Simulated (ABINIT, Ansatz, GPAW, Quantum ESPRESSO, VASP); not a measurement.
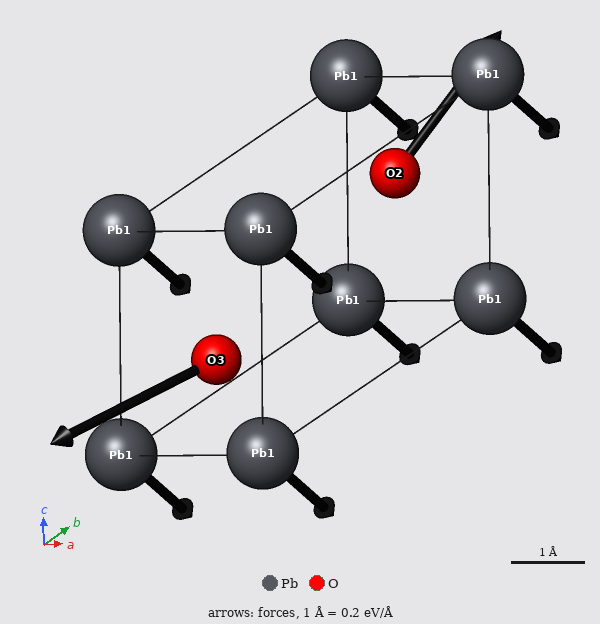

PbO₂ (3 atoms) with its atoms moved off their places at random, by some hundredths of an ångström. The arrows are the forces from VASP (PBE potentials, release 64 Pb_d, O). The parent cell is a structure listed in the Materials Project. It needn't be the stable form of this composition.

```
Pb O
1.0
     0.00000    2.70199    2.70199
     2.70199    0.00000    2.70199
     2.70199    2.70199    0.00000
Pb O
1 2
Direct
  0.99611 0.00198 0.00536
  0.74542 0.74686 0.74195
  0.23800 0.27224 0.24122
```

The same cell was run in five programs or potential sets. Alike in all runs: functional PBE; k mesh 9 × 9 × 9 on the run's cell of 3 atoms; occupations fermi-dirac, width 0.05 eV; no spin polarisation; no spin-orbit coupling. The table gives the size of the force on each atom, with the net force on the cell removed.

```tsv
program	force on Pb1 (eV/Å)	force on O2 (eV/Å)	force on O3 (eV/Å)
VASP (PBE potentials, release 64 Pb_d, O)	0.330	0.430	0.516
Ansatz (Ansatz PAW soft_1)	0.319	0.425	0.509
ABINIT (JTH PAW PBE v2.0)	0.330	0.427	0.516
Quantum ESPRESSO (SSSP 1.3 efficiency)	0.339	0.433	0.522
GPAW (PAW data 1.2.1)	?	?	?
```

**What does GPAW (PAW data 1.2.1) give?**

0.304 eV/Å on Pb1, 0.420 eV/Å on O2 and 0.502 eV/Å on O3. The medians of the other rows are 0.330, 0.429, 0.516 eV/Å.

**How well do the programs agree?**

The force on O3, the largest, spans 0.502 to 0.522 eV/Å. Against the median force vectors, the rows deviate by 0.008 eV/Å rms as a rule, and GPAW (PAW data 1.2.1) most, by 0.019 eV/Å. With one functional throughout, the spread comes from potentials, basis sets and numerical settings. Deviations count direction as well as size.

Caveat: spin-orbit coupling matters for Pb, in volumes and forces too.
